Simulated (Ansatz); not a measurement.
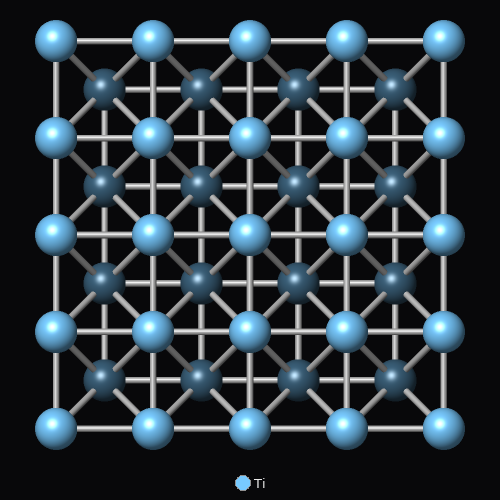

The system is O on a Ti(100) slab cut from the Fm-3m phase, its upper half relaxed before the scan (12 atoms of substrate and one adsorbate in a 2 × 2 cell); the picture shows it without the atoms that are moved over the map. O is moved over the surface cell; relaxed at each place: the height of the adsorbate's atoms; substrate rigid; the origin of the map has the adsorbate above Ti9. Places are given modulo a cell vector. The map is drawn in real space over the plane of the surface. The grid has 6 × 6 points; 10 points were computed and 26 follow by symmetry. Places are given in fractions of the 1 × 1 surface cell. Energies are in eV, from the lowest grid point. The runs have no spin polarisation; a magnetic state may lie lower. Method: Ansatz, DFT PBE, scalar-relativistic, plane waves, PAW. Settings: cutoff 420 eV, k-mesh 5×5×1, gaussian smearing 0.1 eV, no spin polarisation.

Range: position of O13 along the first surface vector from 0.000 to 0.833; position of O13 along the second surface vector from 0.000 to 0.833.

### What will the energy surface look like?

The lowest grid point is at a fourfold hollow over a second-layer Ti atom, (3/6, 3/6) of the cell vectors. It is the only kind of minimum in the scanned range. The highest grid point, the top site over a surface Ti atom, (0/6, 0/6) of the cell vectors, lies 2.67 eV above the lowest. On the interpolated surface the easiest way out of the lowest well to its copy in the next cell or period passes a barrier of about 1.5 eV. At the lowest point the adsorbate has 4 Ti at 2.09 Å as nearest neighbours, at the highest 1 Ti at 1.69 Å. Its relaxed height above the top atom is 0.39 Å at the lowest and 1.69 Å at the highest point.

```csv
"second ↓, first →",0/6,1/6,2/6,3/6,4/6,5/6
5/6,2.59,2.51,2.10,1.39,2.10,2.51
4/6,2.19,2.10,1.60,0.77,1.60,2.10
3/6,1.53,1.39,0.77,0.00,0.77,1.39
2/6,2.19,2.10,1.60,0.77,1.60,2.10
1/6,2.59,2.51,2.10,1.39,2.10,2.51
0/6,2.67,2.59,2.19,1.53,2.19,2.59
```

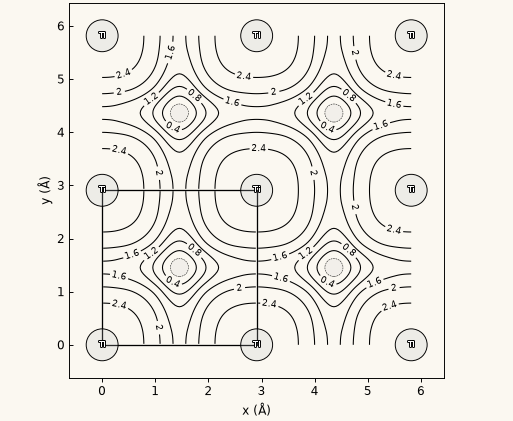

The picture shows contour lines labelled in eV, labelled circles for the atoms of the top layer and small ones for the second layer, the outline of one cell of the 2 × 2 shown. Between grid points the surface is interpolated.

The whole map (10 points run) took 16 min on 4 threads of Arm Neoverse V1, with other jobs on the host.

PAW datasets: the set soft_1.
